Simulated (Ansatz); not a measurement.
## A series of single points on HfO2

System: HfO2 (Fm-3m, 3 atoms in the cell).
Method: Kohn-Sham DFT of a periodic cell, rPW86-PBE with rVV10, Ansatz PAW, no spin polarisation (Ansatz 0.2.0).

The 5 runs differ only in the geometry, by an even scaling of the cell at fixed fractional positions. The structure derives from an entry of the Crystallography Open Database.

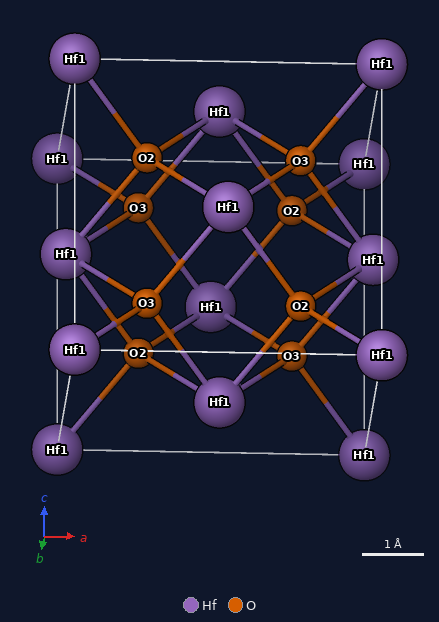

Figure 1. The structure of run 3 (ball-and-stick view of the cell 4 times as large as that of the calculation, set on its symmetry axes, seen at an oblique angle; atoms are numbered from 1 in the order of the input).

### Input of run 3
```yaml
crystal:
  lattice:
    - [0.0, 2.5575, 2.5575]
    - [2.5575, 0.0, 2.5575]
    - [2.5575, 2.5575, 0.0]
  atoms:
    - { symbol: Hf, position: [0.0, 0.0, 0.0] }
    - { symbol: O, position: [0.75, 0.75, 0.75] }
    - { symbol: O, position: [0.25, 0.25, 0.25] }
hamiltonian:
  xc: { exchange: rpw86, correlation: pbe }
  pseudopotentials: { kind: paw }
  dispersion: rvv10
kpoints:
  mp_grid: { grid: [9, 9, 9] }
scf:
  occupations: { method: fermi_dirac, width: 0.05 }
output:
  forces: true
  stress: true
  eigenvalues: true
```

Command:
```bash
ansatz run input.yaml --threads 2 --pin off --max-ram 5120MiB --backend cpu --events-out ev --progress --plain --runs-dir out
```

Lattice vectors (Å) and fractional positions of run 3:
```
   0.000000    2.557500    2.557500
   2.557500    0.000000    2.557500
   2.557500    2.557500    0.000000
Hf  0.000000  0.000000  0.000000
O   0.750000  0.750000  0.750000
O   0.250000  0.250000  0.250000
```

Run 2 differs from it as follows:
```diff
-    - [0.0, 2.5575, 2.5575]
-    - [2.5575, 0.0, 2.5575]
-    - [2.5575, 2.5575, 0.0]
+    - [0.0, 2.522934952, 2.522934952]
+    - [2.522934952, 0.0, 2.522934952]
+    - [2.522934952, 2.522934952, 0.0]
```

### Results, with one run withheld

| run | volume per atom (Å³) | free energy per atom, from the lowest run given (meV) | pressure (GPa) | gap on the mesh (eV) |
| --- | --- | --- | --- | --- |
| 1 | 10.483 | 37.87 | 18.29 | 3.93 |
| 2 | 10.706 | ? | ? | ? |
| 3 | 11.152 | 0.00 | 0.76 | 3.76 |
| 4 | 11.598 | 10.83 | −8.23 | 3.65 |
| 5 | 11.821 | 25.08 | −12.09 | 3.59 |

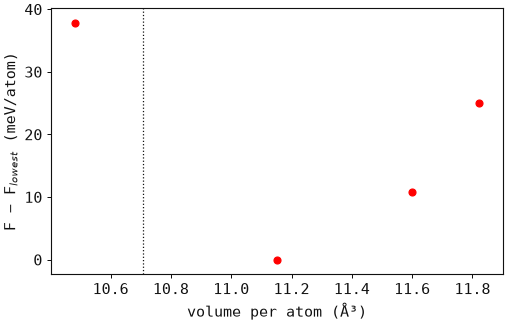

Figure 2. Free energy per atom of the runs given; the dotted line marks run 2.

Fit the runs given and predict run 2.

A quadratic polynomial in V^(−2/3) (the Birch–Murnaghan form), fitted to the 4 runs given, misses them by under 0.01 meV per atom. With x = V^(−2/3) − 0.19925 Å⁻², it reads F = 0.13098 − 646.57 x + 4.8395e+05 x² (meV per atom). At run 2 it gives 17.03 meV per atom, and the run itself gives 17.06. The slope of the fit gives a pressure −dF/dV of 11.82 GPa there, and the run prints 11.83 GPa. The fit has its minimum at 11.187 Å³ per atom, where V d²F/dV² gives 246 GPa: the bulk modulus at this level, since symmetry fixes the shape and the positions. The gap on the mesh goes, without turning, from 3.93 eV in run 1 to 3.59 eV in run 5; run 2 has 3.87 eV. These are gaps of this functional on this mesh, which can miss the band edges; they aren't the measured gap.

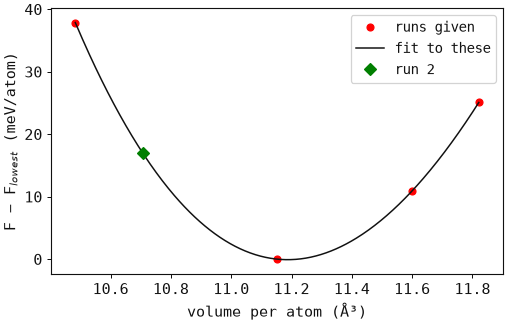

Figure 3. The fit and the withheld run.

### Output, shortened to warnings, some set-up lines, iterations and results (run 2)
```
Basis set: ecut = 420 eV, 609 PW (Γ), exchange–correlation on 54×54×54 points (8 copies of the dense FFT grid, shifted against one another)
Symmetry: 48 space group operations
k-points: 35 of 729
Initial density: superposition of atomic densities (neutral atoms: chi_scale 0, normalization atom), corrected by the library's trained network
[...]
SCF iter   1: F=—  HF=-16936.096535 eV  |F-HF|=—  |Δ(HF+E_count)|=         —  Δρ=2.04e-2  dr2=9.93e-2  ethr=1.77e-3  ⟨swp⟩=4.5  Hψ=2963  notcnv=0
SCF iter   2: F=—  HF=-16936.083110 eV  |F-HF|=—  |Δ(HF+E_count)|=   1.34e-2  Δρ=1.31e-2  dr2=5.11e-2  ethr=2.61e-4  ⟨swp⟩=2.6  Hψ=1765  notcnv=0
SCF iter   3: F=—  HF=-16936.068257 eV  |F-HF|=—  |Δ(HF+E_count)|=   1.49e-2  Δρ=1.69e-3  dr2=2.78e-4  ethr=1.34e-4  ⟨swp⟩=2.2  Hψ=1449  notcnv=0
SCF iter   4: F=—  HF=-16936.068332 eV  |F-HF|=—  |Δ(HF+E_count)|=   7.45e-5  Δρ=3.86e-4  dr2=2.40e-5  ethr=7.32e-7  ⟨swp⟩=2.7  Hψ=1563  notcnv=0
SCF iter   5: F=—  HF=-16936.068317 eV  |F-HF|=—  |Δ(HF+E_count)|=   1.50e-5  Δρ=1.34e-4  dr2=1.77e-6  ethr=6.32e-8  ⟨swp⟩=2.1  Hψ=1308  notcnv=0
SCF iter   6: F=-16936.068318 eV  HF=-16936.068318 eV  |F-HF|=2.40e-8  |Δ(HF+E_count)|=   7.40e-7  Δρ=2.48e-5  dr2=3.55e-8  ethr=2.63e-10  ⟨swp⟩=3.3  Hψ=3734  notcnv=0
SCF 1 converged in 6 iterations: F = -16936.068318 eV  dr2 = 3.55e-8
SCF converged after 6 iterations
Free energy (F): -16936.068318 eV
Harris-Foulkes:  -16936.068318 eV  (|F-HF|=2.40e-8)
Internal energy: -16936.068318 eV  (E = F + TS)
E sigma→0 (E₀):  -16936.068318 eV
Fermi energy:    18.309348 eV
--- Per-component energies (eV) ---
  E_band       = 71.729331
  E_kinetic    = 773.041458
  E_local      = -5678.765929  (includes V_loc(G=0)·N_el)
  E_nonlocal   = -1156.140336
  E_hartree    = 2612.978771
  E_xc         = -443.983094
  E_vxc        = -454.096162  (∫ρ·V_xc dr)
  E_paw        = -7322.657018  (= ΣΔE_a)
  E_vpaw       = 1361.731784  (= ΣTr[D̂ρ^β])
  E_aug_tail   = 0.004019  (compensation charges beyond the density's cutoff)
  E_ewald      = -5719.405904
  E_core_change = -1.140285  (= ΣΔE_core)
  E_smearing   = -0.000000  (= −TS)
  E_closure    = -0.000000  (closes the sum)
  Σ components = -16936.068318   (vs F -16936.068318, Δ=0.00e0)
--- Forces (eV/Å), atoms counted from 1 ---
  atom   1  Hf    -0.00000000     0.00000000    -0.00000000
  atom   2  O      0.00000000     0.00000000    -0.00000000
  atom   3  O      0.00000000     0.00000000     0.00000000
  max |Σ_I F_I| component: 5.20e-18 eV/Å
--- Stress (GPa, compression-positive) ---
       11.827872       0.000000       0.000000
       -0.000000      11.827872      -0.000000
        0.000000      -0.000000      11.827872
  P = ⅓ Tr σ = 11.8279 GPa (118.279 kbar)
```

Notes: Points of doubt noted for this run: forces on files of another functional. Spin–orbit coupling is left out, which matters for Hf.
